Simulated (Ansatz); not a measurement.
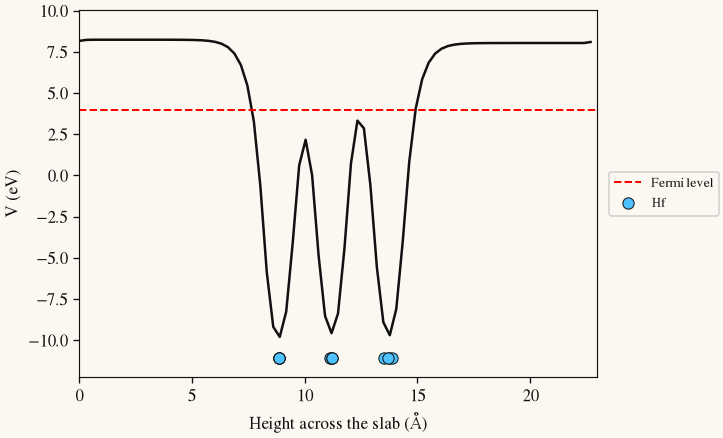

Describe the figure.

Plane-averaged electrostatic potential energy of an electron across the slab; circles at the bottom mark the heights of the atoms. System: a (110) slab cut from Hf (Im-3m), 12 atoms in the cell, the slab at its places in the relaxed adsorbed structure. Computed with Ansatz: DFT PBE+D3(BJ), scalar-relativistic, plane waves, PAW, no spin polarisation, 3×3×1 k mesh, Gaussian smearing of 0.1 eV.

The work function is 4.06 eV at the right face and 4.26 eV at the left. The vacuum levels differ by 0.20 eV, so the slab carries a dipole along its normal. The outermost atoms are 5.0 Å apart, which leaves 17.9 Å of vacuum in a cell 23.0 Å high.

The atoms aren't at rest in this cell (largest force 0.6 eV/Å), so the relaxed material can differ. Spin-orbit coupling is left out, which matters for Hf.
